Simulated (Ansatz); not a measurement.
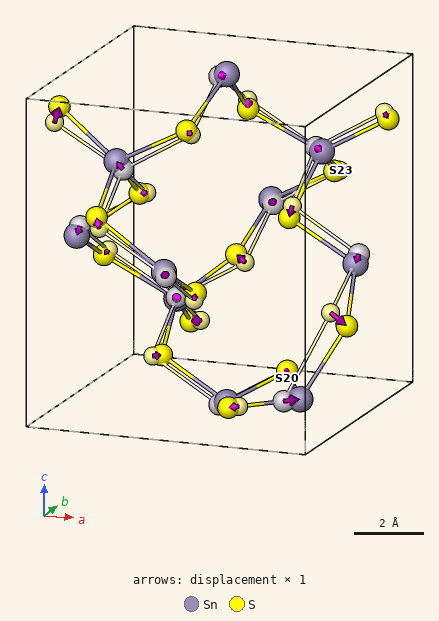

This is a relaxation of a defect cell of composition Sn7S16 (cell charge −4) (started half-way along a vacancy jump, in the symmetry of that start). The starting structure is drawn faded, the final one solid; purple arrows show the displacements, at their true length.

Style: ball-and-stick. Shown: the cell of the calculation, slightly off an axis.

The calculation used Ansatz, DFT PBE, scalar-relativistic, plane waves, PAW. (plane-wave cutoff 420 eV; k-point mesh 4 × 4 × 2; occupations gaussian; smearing width 0.05 eV; no spin polarisation; atoms relaxed in a fixed cell; force threshold 0.02 eV/Å; at most 60 steps)

Q: What happened in the run?

A: The largest moves, 0.63 Å, are those of S atoms. By element the largest moves are S 0.63 Å, Sn 0.53 Å. The cell doesn't change. Among the contacts that change: S–Sn 1.434 → 2.281 Å, S–Sn 3.385 → 2.787 Å, S–Sn 2.905 → 2.536 Å, S–Sn 2.434 → 2.278 Å. New bonds form: S–Sn (3.38 → 2.79 Å). Bond angles that change, for instance: S–Sn–S 104.9° → 120.0°, Sn–S–Sn 141.5° → 127.0°, Sn–S–Sn 107.8° → 121.6°. The energy falls by 25.156 eV per cell of the calculation in 8 accepted moves (10 points after the start). The largest force component goes from 99 to 0.012 eV/Å. The line search rejected the trial steps at points 6, 9 of the run.

Limits of the set-up: the cell is charged, on a uniform background, and energies carry no finite-size correction.
